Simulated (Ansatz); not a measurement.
# Ti$_{3}$Al: 8 runs along one coordinate

System: Ti$_{3}$Al (Fm-3m, 4 atoms in the cell).
Method: DFT r2SCAN, scalar-relativistic, plane waves, PAW, spin-polarised (Ansatz 0.2.0).

The 8 runs differ only in the geometry, by an even scaling of the cell at fixed fractional positions. The structure derives from a Materials Project entry.

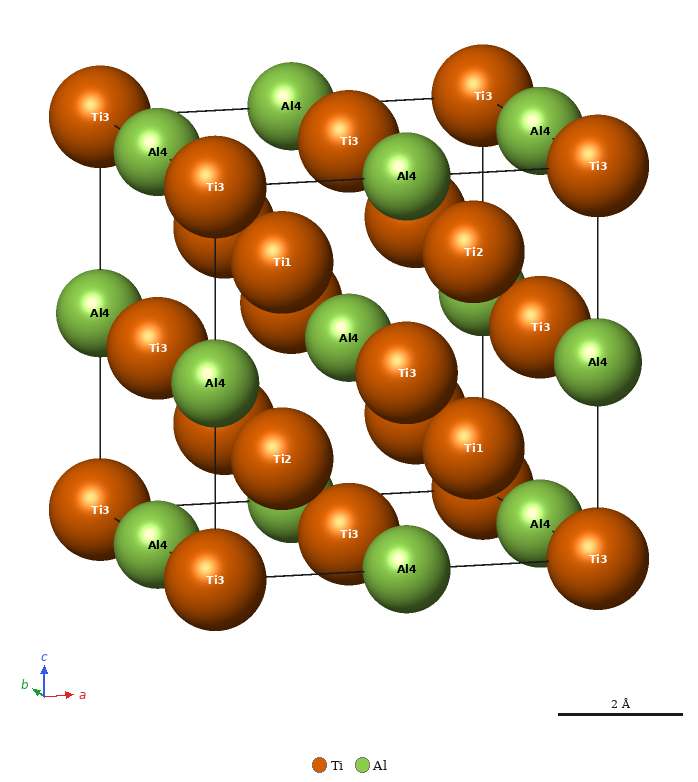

Figure 1. The structure of run 5 (spheres-only view of the cell 4 times as large as that of the calculation, set on its symmetry axes, seen slightly off an axis; atoms are numbered from 1 in the order of the input). An atom can appear more than once, as a periodic image.

### Input of run 5
```yaml
crystal:
  lattice:
    - [0.0, 3.231781, 3.231781]
    - [3.231781, 0.0, 3.231781]
    - [3.231781, 3.231781, 0.0]
  atoms:
    - { symbol: Ti, position: [0.75, 0.75, 0.75], spin: 0.3 }
    - { symbol: Ti, position: [0.25, 0.25, 0.25], spin: 0.3 }
    - { symbol: Ti, position: [0.0, 0.0, 0.0], spin: 1.5 }
    - { symbol: Al, position: [0.5, 0.5, 0.5] }
basis:
  ecutwfc: 500
kpoints:
  mp_grid: { grid: [12, 12, 12] }
hamiltonian:
  xc: r2scan
scf:
  occupations: { method: gaussian, width: 0.1 }
output:
  forces: true
  stress: true
  eigenvalues: true
  populations: true
magnetization:
  spin_polarized: true
```

Command:
```bash
ansatz run input.yaml --threads 1 --pin off --max-ram 2560MiB --backend cpu --events-out ev --progress --plain --runs-dir out
```

Lattice vectors (Å) and fractional positions of run 5:
```
   0.000000    3.231781    3.231781
   3.231781    0.000000    3.231781
   3.231781    3.231781    0.000000
Ti  0.750000  0.750000  0.750000
Ti  0.250000  0.250000  0.250000
Ti  0.000000  0.000000  0.000000
Al  0.500000  0.500000  0.500000
```

Run 3 differs from it as follows:
```diff
-    - [0.0, 3.231781, 3.231781]
-    - [3.231781, 0.0, 3.231781]
-    - [3.231781, 3.231781, 0.0]
+    - [0.0, 3.1644177605, 3.1644177605]
+    - [3.1644177605, 0.0, 3.1644177605]
+    - [3.1644177605, 3.1644177605, 0.0]
```

### Results, with one run withheld

| run | volume per atom (Å³) | free energy per atom, from the lowest run given (meV) | pressure (GPa) |
| --- | --- | --- | --- |
| 1 | 14.832 | 105.38 | 18.45 |
| 2 | 15.338 | 56.28 | 12.81 |
| 3 | 15.844 | ? | ? |
| 4 | 16.349 | 5.64 | 3.67 |
| 5 | 16.877 | 0.00 | −0.15 |
| 6 | 17.360 | 5.13 | −3.18 |
| 7 | 17.866 | 19.63 | −5.94 |
| 8 | 18.540 | 51.33 | −9.03 |

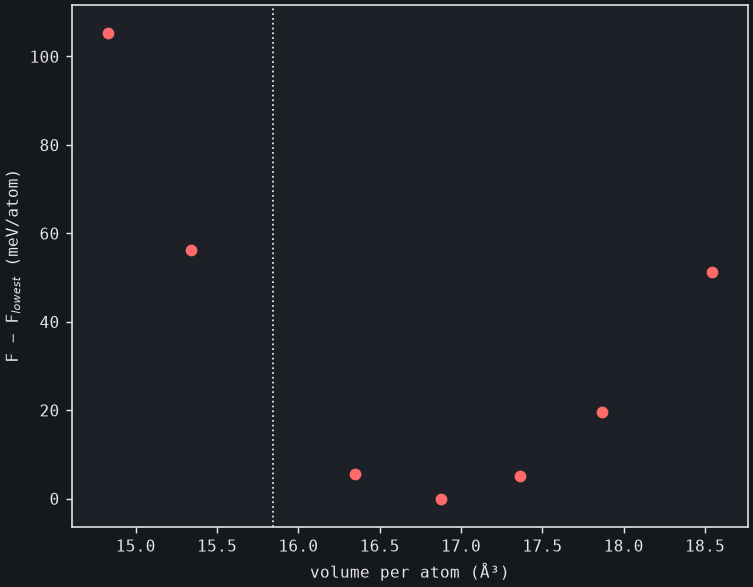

Figure 2. Free energy per atom of the runs given; the dotted line marks run 3.

Fit the runs given and predict run 3.

A cubic polynomial in V^(−2/3) (the Birch–Murnaghan form), fitted to the 7 runs given, misses them by at most 0.04 meV per atom. With x = V^(−2/3) − 0.15330 Å⁻², it reads F = 0.819 + 1375.6 x + 5.7985e+05 x² − 4.791e+05 x³ (meV per atom). At run 3 it gives 23.75 meV per atom, and the run itself gives 23.77. The slope of the fit gives a pressure −dF/dV of 7.90 GPa there, and the run prints 7.91 GPa. The fit has its minimum at 16.855 Å³ per atom, where V d²F/dV² gives 114 GPa: the bulk modulus at this level, since symmetry fixes the shape and the positions.

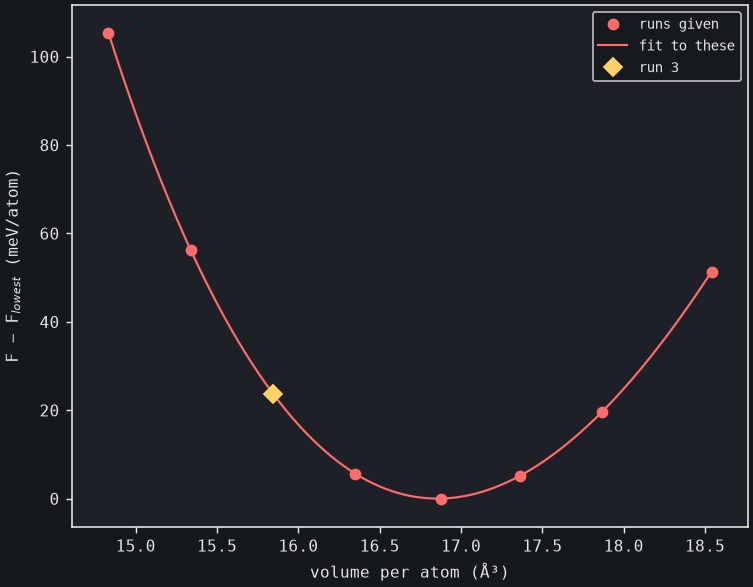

Figure 3. The fit and the withheld run.

### Output, shortened to warnings, some set-up lines, iterations and results (run 3)
```
Basis set: ecut = 500 eV, 1639 PW (Γ), exchange–correlation on 144×144×144 points (64 copies of the dense FFT grid, shifted against one another)
Symmetry: 48 space group operations
k-points: 72 of 1728
Initial density: superposition of atomic densities (chi_scale 0.1, normalization cell)
[...]
SCF iter   1: F=—  HF=-8054.631885 eV  |F-HF|=—  |Δ(HF+E_count)|=         —  Δρ=3.79e-2 (↑3.79e-2 ↓2.40e-2)  dr2=2.16e0  dr2_τ=1.75e-2  dr2_m=1.20e-1  M=1.876 μB ∫|m|=1.922 …
SCF iter   2: F=—  HF=-8054.328316 eV  |F-HF|=—  |Δ(HF+E_count)|=   3.04e-1  Δρ=1.87e-2 (↑1.70e-2 ↓1.87e-2)  dr2=8.04e-1  dr2_τ=3.01e-3  dr2_m=1.23e-2  M=2.100 μB ∫|m|=2.192 …
SCF iter   3: F=—  HF=-8054.165922 eV  |F-HF|=—  |Δ(HF+E_count)|=   1.62e-1  Δρ=8.95e-3 (↑7.36e-3 ↓8.95e-3)  dr2=1.20e-1  dr2_τ=1.05e-3  dr2_m=8.98e-3  M=2.337 μB ∫|m|=2.488 …
SCF iter   4: F=—  HF=-8054.315772 eV  |F-HF|=—  |Δ(HF+E_count)|=         —  Δρ=4.77e-3 (↑4.76e-3 ↓4.77e-3)  dr2=5.59e-2  dr2_τ=3.76e-4  dr2_m=4.21e-4  M=2.424 μB ∫|m|=2.588 …
SCF iter   5: F=—  HF=-8054.354030 eV  |F-HF|=—  |Δ(HF+E_count)|=   3.83e-2  Δρ=3.75e-3 (↑3.70e-3 ↓3.75e-3)  dr2=3.74e-2  dr2_τ=2.25e-4  dr2_m=6.29e-5  M=2.419 μB ∫|m|=2.590 …
[... 6 lines ...]
SCF iter  12: F=—  HF=-8054.388231 eV  |F-HF|=—  |Δ(HF+E_count)|=   2.03e-7  Δρ=1.05e-5 (↑8.90e-6 ↓1.05e-5)  dr2=1.05e-7  dr2_τ=2.77e-9  dr2_m=2.23e-8  M=2.358 μB ∫|m|=2.551 …
SCF iter  13: F=—  HF=-8054.388232 eV  |F-HF|=—  |Δ(HF+E_count)|=   8.59e-7  Δρ=6.15e-6 (↑5.01e-6 ↓6.15e-6)  dr2=2.81e-8  dr2_τ=1.01e-9  dr2_m=9.20e-9  M=2.358 μB ∫|m|=2.550 …
SCF iter  14: F=—  HF=-8054.388232 eV  |F-HF|=—  |Δ(HF+E_count)|=   2.35e-7  Δρ=1.97e-6 (↑1.97e-6 ↓1.85e-6)  dr2=3.72e-9  dr2_τ=1.63e-10  dr2_m=4.85e-10  M=2.358 μB …
SCF iter  15: F=-8054.388232 eV  HF=-8054.388232 eV  |F-HF|=1.23e-8  |Δ(HF+E_count)|=   1.37e-9  Δρ=1.43e-6 (↑1.42e-6 ↓1.43e-6)  dr2=9.73e-10  dr2_τ=6.43e-11  dr2_m=6.80e-10  …
SCF 1 converged in 15 iterations: F = -8054.388232 eV  dr2 = 9.73e-10
this state was not tested for a lower state beside it, because the mixer in use, unlike msr1, does not test its closes by its own steps (another_mixer; see scf.mixing.algorithm and scf.lower_state_search)
SCF converged after 15 iterations
Magnetization: 2.3576 μB (20.6788 up, 18.3212 down)
Absolute magnetization: 2.5810 μB (∫|ρ↑−ρ↓|, with the PAW one-centre terms)
Spin contamination: 0.2017 ħ² per cell (⟨S²⟩ above its minimum at these occupations)
Per-site moments (μB) at R_I (Å): [(0.262948434184572, 1.1304422946216102), (0.26294843418457187, 1.1304422946216104), (1.3003096824701266, 1.1304422946216104), (-0.04705536567586472, 1.1304422946216102)]
Free energy (F): -8054.388232 eV
Harris-Foulkes:  -8054.388232 eV  (|F-HF|=1.23e-8)
Internal energy: -8054.371543 eV  (E = F + TS)
E sigma→0 (E₀):  -8054.379887 eV
Entropy (-TS):   -0.016689 eV (-4.172 meV/atom)
Fermi energy:    12.868460 eV
--- Per-component energies (eV) ---
  E_band       = -493.516458
  E_kinetic    = 848.440978
  E_local      = -2713.829761  (includes V_loc(G=0)·N_el)
  E_nonlocal   = 34.653484
  E_hartree    = 1144.734818
  E_xc         = -318.213665
  E_vxc        = -433.612087  (∫ρ·V_xc dr)
  E_paw        = -3646.002215  (= ΣΔE_a)
  E_vpaw       = -547.565854  (= ΣTr[D̂ρ^β])
  E_aug_tail   = 0.000301  (compensation charges beyond the density's cutoff)
  E_vtau       = 28.927811  (kinetic-family band-sum trace: ∫τ·v_τ [+ j·A + Jᵃ·Aᵃ] dr)
  E_ewald      = -3403.335005
  E_core_change = -0.820479  (= ΣΔE_core)
  E_smearing   = -0.016689  (= −TS)
  E_closure    = 0.000000  (closes the sum)
  Σ components = -8054.388232   (vs F -8054.388232, Δ=0.00e0)
--- Forces (eV/Å), atoms counted from 1 ---
  atom   1  Ti     0.00000000     0.00000000    -0.00000000
  atom   2  Ti     0.00000000     0.00000000    -0.00000000
  atom   3  Ti    -0.00000000     0.00000000    -0.00000000
  atom   4  Al     0.00000000    -0.00000000    -0.00000000
  max |Σ_I F_I| component: 3.70e-17 eV/Å
--- Stress (GPa, compression-positive) ---
        7.912564      -0.000000      -0.000000
       -0.000000       7.912564      -0.000000
        0.000000       0.000000       7.912564
  P = ⅓ Tr σ = 7.9126 GPa (79.126 kbar)
--- Löwdin populations: 4 sites ---
  site symbol       q [e]    m [muB]
     0     Ti     11.5314     0.3178
     1     Ti     11.5314     0.3178
     2     Ti     11.6748     1.6793
     3     Al      3.9137    -0.0605
  spilling = 0.008942 (of n_electrons = 39.000000)
```

Notes: The electronic state found may not be the lowest one. The program warns: the state was not tested for a lower one.
